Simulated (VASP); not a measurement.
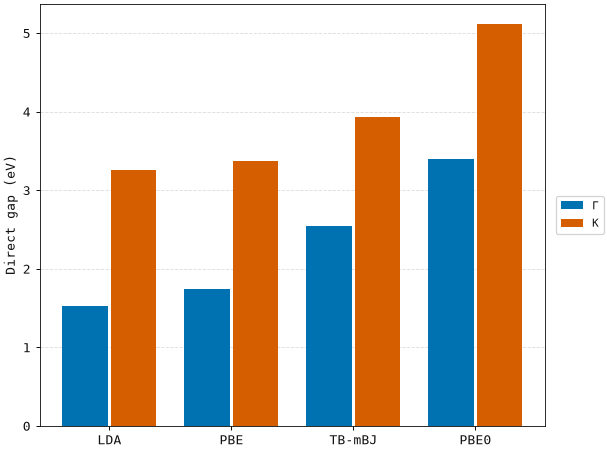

Direct gap at each named k point, by several methods on one cell of CdI2-type SnS₂, space group P-3m1, 3 atoms in the cell; a = 3.667 Å, c = 5.811 Å (hexagonal axes). All runs are without spin-orbit coupling and carry no moments. The smallest gap is indirect or lies off these points.

```csv
method,program,Γ (eV),K (eV)
LDA,VASP,1.53,3.26
PBE,VASP,1.75,3.37
TB-mBJ,VASP,2.55,3.93
PBE0,VASP,3.40,5.12
```

**Estimate the HSE06 values. It was run as: HSE06, VASP PAW PBE potentials, release 64 (Sn_d, S), 6×6×3 k mesh, 520 eV cutoff, Gaussian smearing of 0.03 eV (VASP 6.6.1).**

HSE06 screens off the long-range part of PBE0's exact exchange, so it lies between PBE and PBE0, here 0.67 eV under PBE0 at Γ. HSE06 gives 2.73 eV at Γ and 4.40 eV at K, which is +0.98 eV from PBE at Γ.

**Does HSE06 open these direct gaps by one amount over PBE?**

The shifts are +0.98 eV at Γ and +1.03 eV at K: a spread of 0.05 eV on a mean of 1.01 eV, so one shift describes them well.

**How do the methods rank at Γ?**

From low to high: LDA 1.53, PBE 1.75, TB-mBJ 2.55, HSE06 2.73, PBE0 3.40 eV.

Settings. LDA: VASP PAW LDA potentials, release 64 (Sn_d, S), 9×9×5 k mesh, 520 eV cutoff, Gaussian smearing of 0.03 eV (VASP 6.6.1). PBE: VASP PAW PBE potentials, release 64 (Sn_d, S), 15×15×8 k mesh, 520 eV cutoff, Gaussian smearing of 0.03 eV (VASP 6.6.1). TB-mBJ: VASP PAW PBE potentials, release 64 (Sn_d, S), 9×9×5 k mesh, 520 eV cutoff, Gaussian smearing of 0.03 eV (VASP 6.6.1). PBE0: VASP PAW PBE potentials, release 64 (Sn_d, S), 6×6×3 k mesh, 520 eV cutoff, Gaussian smearing of 0.03 eV (VASP 6.6.1).

These are five of the 6 methods that were run on this cell. Spin-orbit coupling is left out, which matters for Sn. The cell was derived from a database entry in an earlier step, so it needn't be the measured one. TB-mBJ, HSE06 and PBE0: the PAW data sets were made with another functional. LDA, GGA and most meta-GGA functionals understate gaps. HSE06 and PBE0: the k mesh is thin for exact exchange. TB-mBJ: this is a model potential built to give gaps, with no total energy. Over all k points computed the smallest gap is 1.12 eV in LDA, 1.27 eV in PBE (mesh alone), 2.07 eV in TB-mBJ (mesh alone), 2.19 eV in HSE06 (mesh alone) and 2.89 eV in PBE0 (mesh alone), and a mesh with an odd division can miss a smaller one.
